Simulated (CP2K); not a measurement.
## Re: 6 runs along one coordinate

System: Re (P6₃/mmc, 2 atoms in the cell).
Method: Kohn-Sham DFT of a periodic cell, PBE, GTH-PBE with UZH-TZVP basis, no spin polarisation (CP2K 2026.2).

The 6 runs differ only in the geometry, by an even scaling of the cell at fixed fractional positions. The structure derives from an entry of the Crystallography Open Database.

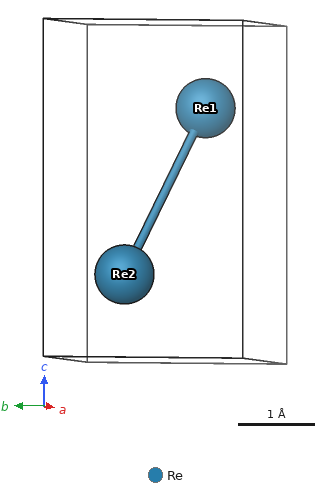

Figure 1. The structure of run 4 (ball-and-stick view of the cell of the calculation, seen at an oblique angle; atoms are numbered from 1 in the order of the input).

**Input of run 4**
```
&GLOBAL
  PROJECT re_eos
  RUN_TYPE ENERGY_FORCE
  PRINT_LEVEL LOW
&END GLOBAL
&FORCE_EVAL
  METHOD QS
  STRESS_TENSOR ANALYTICAL
  &DFT
    BASIS_SET_FILE_NAME BASIS_MOLOPT_UZH
    POTENTIAL_FILE_NAME POTENTIAL_UZH
    WFN_RESTART_FILE_NAME previous-RESTART.kp
    &MGRID
      CUTOFF 450
      REL_CUTOFF 60
      NGRIDS 4
    &END MGRID
    &QS
      METHOD GPW
      EPS_DEFAULT 1.0E-10
    &END QS
    &KPOINTS
      SCHEME MONKHORST-PACK 11 11 6
      GAMMA_CENTERED T
      SYMMETRY T
      SYMMETRY_BACKEND SPGLIB
    &END KPOINTS
    &SCF
      SCF_GUESS RESTART
      EPS_SCF 1.0E-6
      MAX_SCF 100
      ADDED_MOS 16
      CHOLESKY OFF
      EPS_EIGVAL 1.0E-7
      &DIAGONALIZATION ON
        ALGORITHM STANDARD
      &END DIAGONALIZATION
      &MIXING ON
        METHOD BROYDEN_MIXING
        ALPHA 0.4
        BETA 1.5
        NBUFFER 8
      &END MIXING
      &SMEAR ON
        METHOD FERMI_DIRAC
        ELECTRONIC_TEMPERATURE 580.23
      &END SMEAR
    &END SCF
    &XC
      &XC_FUNCTIONAL PBE
      &END XC_FUNCTIONAL
    &END XC
    &PRINT
      &KPOINTS ON
      &END KPOINTS
      &MULLIKEN ON
      &END MULLIKEN
      &MO ON
        ENERGIES T
        OCCUPATION_NUMBERS T
        &EACH
          QS_SCF 0
        &END EACH
        ADD_LAST NUMERIC
      &END MO
    &END PRINT
  &END DFT
  &SUBSYS
    &CELL
      A 2.7790839766 0.0000000000 0.0000000000
      B -1.3895419883 2.4067573230 0.0000000000
      C 0.0000000000 0.0000000000 4.4877253638
      PERIODIC XYZ
    &END CELL
    &COORD
      SCALED
      Re  0.6666666667 0.3333333333 0.7500000000
      Re  0.3333333333 0.6666666667 0.2500000000
    &END COORD
    &KIND Re
      BASIS_SET TZVP-MOLOPT-PBE-GTH-q15
      POTENTIAL GTH-PBE-q15
    &END KIND
    &PRINT
      &ATOMIC_COORDINATES ON
      &END ATOMIC_COORDINATES
      &CELL ON
      &END CELL
    &END PRINT
  &END SUBSYS
  &PRINT
    &FORCES ON
    &END FORCES
    &STRESS_TENSOR ON
    &END STRESS_TENSOR
  &END PRINT
&END FORCE_EVAL
```

Command:
```bash
OMP_NUM_THREADS=1 cp2k.psmp -i re_eos.inp -o re_eos.out
```

Lattice vectors (Å) and fractional positions of run 4:
```
   2.779084    0.000000    0.000000
  -1.389542    2.406757    0.000000
   0.000000    0.000000    4.487725
Re  0.666667  0.333333  0.750000
Re  0.333333  0.666667  0.250000
```

Run 3 differs from it as follows:
```diff
-      A 2.7790839766 0.0000000000 0.0000000000
-      B -1.3895419883 2.4067573230 0.0000000000
-      C 0.0000000000 0.0000000000 4.4877253638
+      A 2.7422705826 0.0000000000 0.0000000000
+      B -1.3711352913 2.3748759886 0.0000000000
+      C 0.0000000000 0.0000000000 4.4282782931
```

**Results, with one run withheld**

```csv
run,volume per atom (Å³),"free energy per atom, from the lowest run given (meV)",pressure (GPa)
1,13.831,94.64,31.39
2,14.125,46.40,21.32
3,14.420,?,?
4,15.008,0.00,−3.18
5,15.303,11.97,−9.74
6,15.597,35.38,−15.64
```

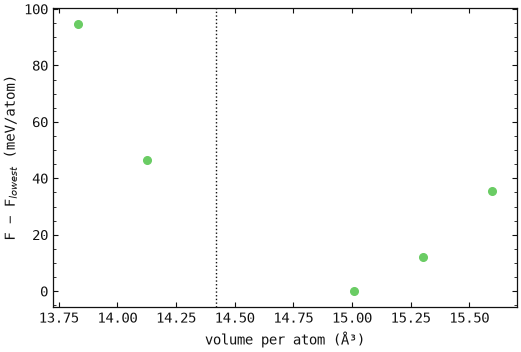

Figure 2. Free energy per atom of the runs given; the dotted line marks run 3.

Estimate the energy of run 3 from the others.

A cubic polynomial in V^(−2/3) (the Birch–Murnaghan form), fitted to the 5 runs given, misses them by at most 0.02 meV per atom. With x = V^(−2/3) − 0.16629 Å⁻², it reads F = −0.013845 + 2715.9 x + 1.4077e+06 x² + 1.779e+06 x³ (meV per atom). At run 3 it gives 15.64 meV per atom, and the run itself gives 15.69. The slope of the fit gives a pressure −dF/dV of 12.25 GPa there, and the run prints 12.27 GPa. The fit has its minimum at 14.876 Å³ per atom, where V d²F/dV² gives 367 GPa. Cell shape and fractional positions are held, so this is the stiffness under even scaling; the relaxed bulk modulus wasn't computed.

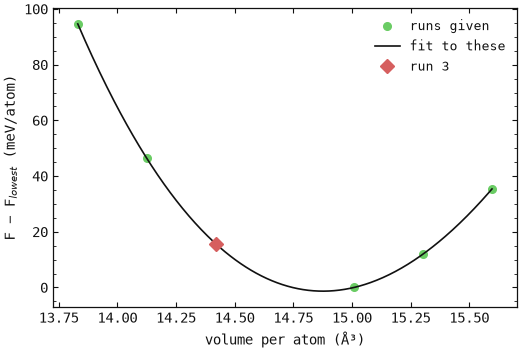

Figure 3. The fit and the withheld run.

**Some lines of the output (run 3)**
```
[...]
 CELL| Volume [angstrom^3]:                                            28.839395
 CELL_REF| Volume [angstrom^3]:                                        28.839395
                        Smear method:                                FERMI_DIRAC
  Step     Update method      Time    Convergence         Total energy    Change
  Fermi energy:                                                 0.64231012058341
  Total energy:                                              -158.57820028497372
  Total energy (extrapolated to T->0):                       -158.57795653256366
 MO| E(Fermi):            0.642310 a.u.         17.478147 eV
```

Notes: Spin–orbit coupling is left out, which matters for Re.
